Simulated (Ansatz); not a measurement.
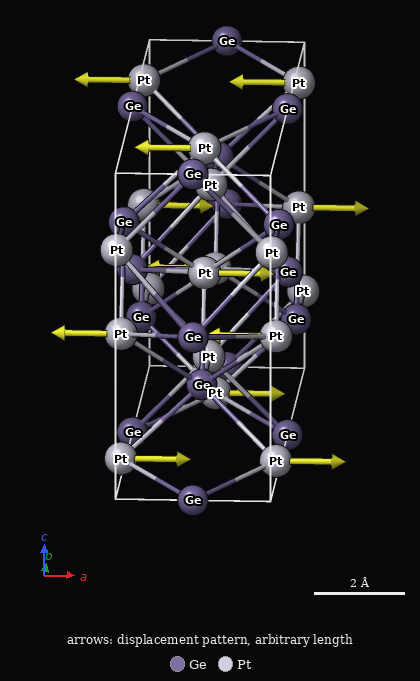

One vibrational mode of a crystal of Ge$_{2}$Pt$_{3}$ at the zone centre. Displacements are drawn as yellow arrows; their common scale and sign are arbitrary. A ball-and-stick model of the conventional cell (2 times the calculation's cell), seen from a free direction. Lengths and directions refer to the drawn axes.

Computed with Ansatz, DFT LDA, scalar-relativistic, plane waves, PAW. Settings: plane-wave cutoff 420 eV; k-point mesh 10 × 6 × 6; occupations fermi dirac; smearing width 0.15 eV; no spin polarisation.

The frequencies depend somewhat on the k-mesh and the smearing.

> Describe the mode and give its frequency.

This is the B₂g mode at 11.5 meV, optical level 8 of 25, counted from below, Raman-active by symmetry. The Ge (4b) and Ge (4c) atoms stay at rest; the Pt (4c) atoms hardly move; all motion is along a; atoms of one kind move against one another, with no net shift of their sublattice.
